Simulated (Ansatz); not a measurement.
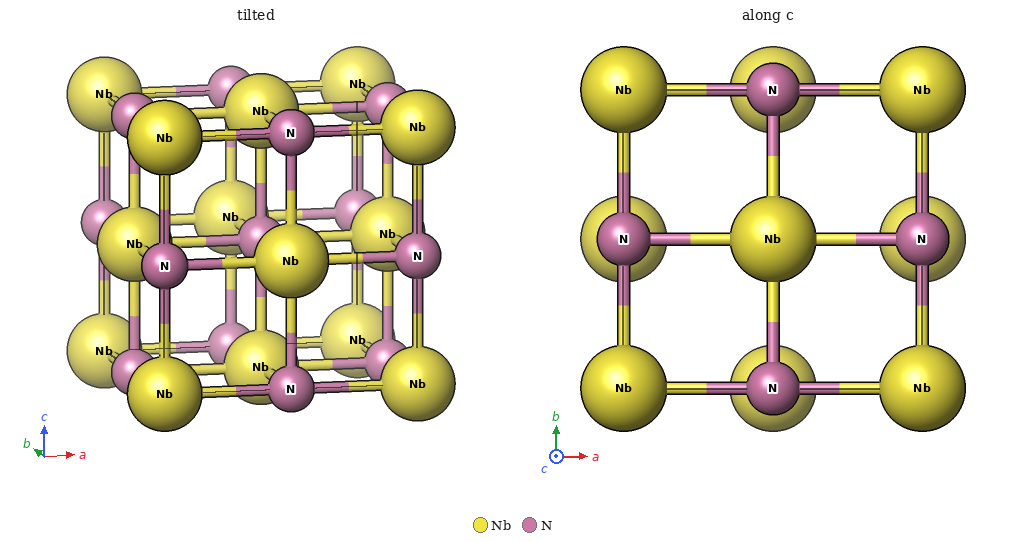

Drawn in the ball-and-stick manner and seen slightly off an axis and along the c axis. The parallelepiped is the conventional unit cell. Cell: a = 4.42 Å, b = 4.42 Å, c = 4.42 Å, α = 90.00°, β = 90.00°, γ = 90.00°.

Starting structure: a random cell made by a generator, so it need not be a real form of the compound. Earlier steps of the study may have refined or changed the cell and positions. Ansatz was used for an electronic-structure calculation on it.

> What is this?

The material is NbN. It takes space group Fm-3m (No. 225) on a face-centred cubic lattice. The arrangement is known as rock salt (NaCl type). One cell contains 4 Nb, 4 N, 8 atoms in all. Around each Nb lie six N in an octahedral arrangement at about 2.2 Å. The N atoms are each bonded to six Nb in an octahedral arrangement at about 2.2 Å. Not all metal-metal contacts are counted. The bonds build a three-dimensional framework.

Calculation details: DFT PBE, scalar-relativistic, plane waves, PAW in Ansatz 0.2.0; plane waves up to 420 eV, k-points about 0.11 Å⁻¹ apart, Gaussian smearing of 0.1 eV, no spin polarisation.

> What does the calculation say: metal or gapped?

A metal: bands cross the Fermi level.

> How are the electrons shared out in a Bader analysis?

Nb +1.76 e; N -1.76 e.

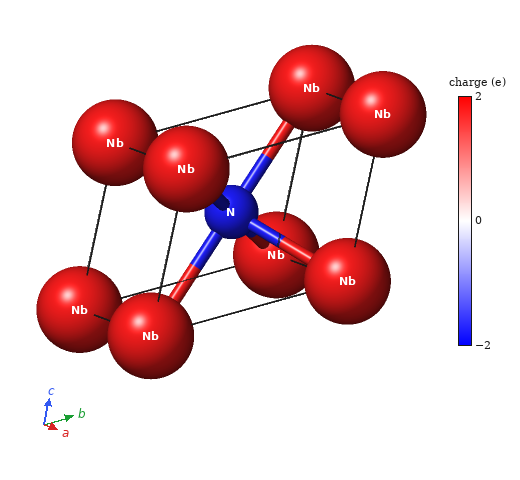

The atoms coloured by those charges. The run's cell of 2 atoms is drawn, so axes and origin can differ from the first picture.

> Do the forces and the stress vanish for this geometry?

Yes. All forces vanish to within 0.01 eV/Å. The pressure is 0.0 GPa, close to zero.
